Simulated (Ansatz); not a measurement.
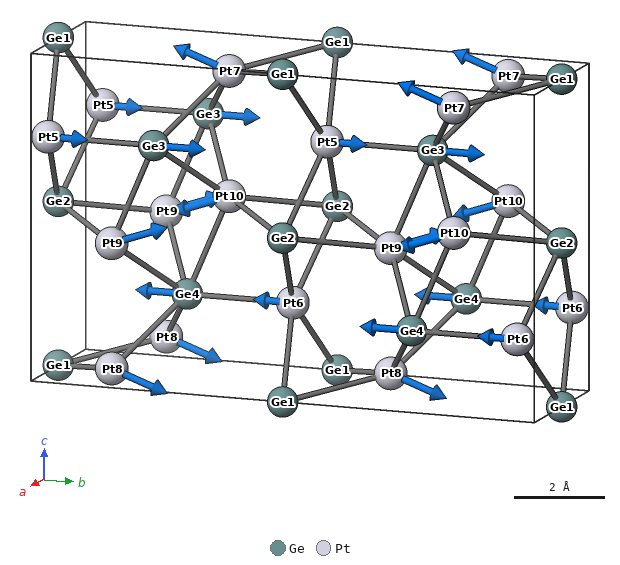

Lattice vibrations of a crystal of Ge$_{2}$Pt$_{3}$, space group Cmcm (No. 63), at the zone centre. The optical levels lie at 53, 63, 69, 75, 76, 81, 92, 93, 108, 112, 121, 127, 146, 149, 154, 160, 164, 165, 175, 182 (×3), 185, 222, 224, 229, 246 cm⁻¹. One mode is drawn. The blue arrows are the displacements of the atoms (eigenvector over the root of the mass), of arbitrary overall length and sign. Style: ball-and-stick. Shown: the conventional cell (2 times the calculation's cell), slightly off an axis. Lengths and directions refer to the drawn axes.

Computed with Ansatz, DFT LDA, scalar-relativistic, plane waves, PAW. Set-up: plane-wave cutoff 420 eV; k-point mesh 10 × 6 × 6; occupations fermi dirac; smearing width 0.15 eV; no spin polarisation.

The frequencies depend somewhat on the k-mesh and the smearing.

**Which of these frequencies is the drawn mode's?**

The level at 154 cm⁻¹. This is the A_g mode, optical level 15 of 25, counted from below, Raman-active by symmetry. The Ge (4b) atoms stay at rest; atoms of one kind move against one another, with no net shift of any sublattice; the kinetic energy is shared as Pt 89 %, Ge 11 %.
